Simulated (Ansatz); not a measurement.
```xyz
11
Lattice="2.4650 0.0000 0.0000 -1.2325 2.1347 0.0000 0.0000 0.0000 32.4769" Properties=species:S:1:pos:R:3 pbc="T T T"
C     0.0000    0.0000    8.4998
C     1.2325    0.7116    8.4998
C     0.0000    0.0000   11.8693
C     0.0000    1.4232   11.8693
C     0.0000    0.0000   15.2385
C     1.2325    0.7116   15.2385
C     0.0000    0.0000   18.6076
C     0.0000    1.4232   18.6076
C     0.0000    0.0000   21.9768
C     1.2325    0.7116   21.9768
C    -0.6162    1.0674   27.2306
```

The calculation used DFT PBE+D3(BJ), scalar-relativistic, plane waves, PAW (Ansatz).

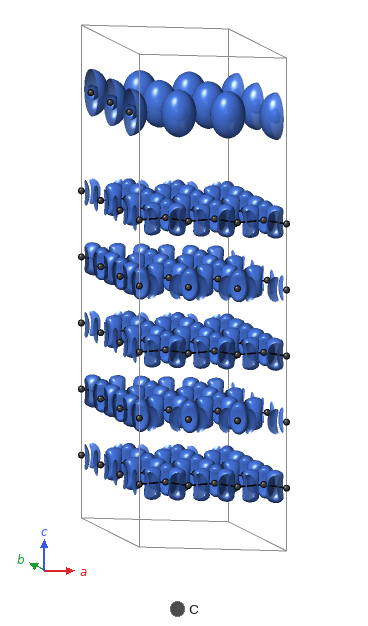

C (slab). Isosurface of the electron localisation function at 0.7 (blue), seen slightly off an axis. Core shells and regions of very low density are left out. Sticks mark near contacts.

In a PAW calculation such maps are meaningful between the atoms, not at the nuclei.

### Describe the localisation domains.

The surface consists of 15 regions between bonded C–C atoms (shared pairs) and one region wrapped around C (its valence shell), counted in one cell of 11 atoms. Counts are for one cell; the picture repeats the cell along the surface. Profiles from the grid: C–C (1.42 Å): the ELF peaks at about 0.95 between the atoms: a covalent bond.
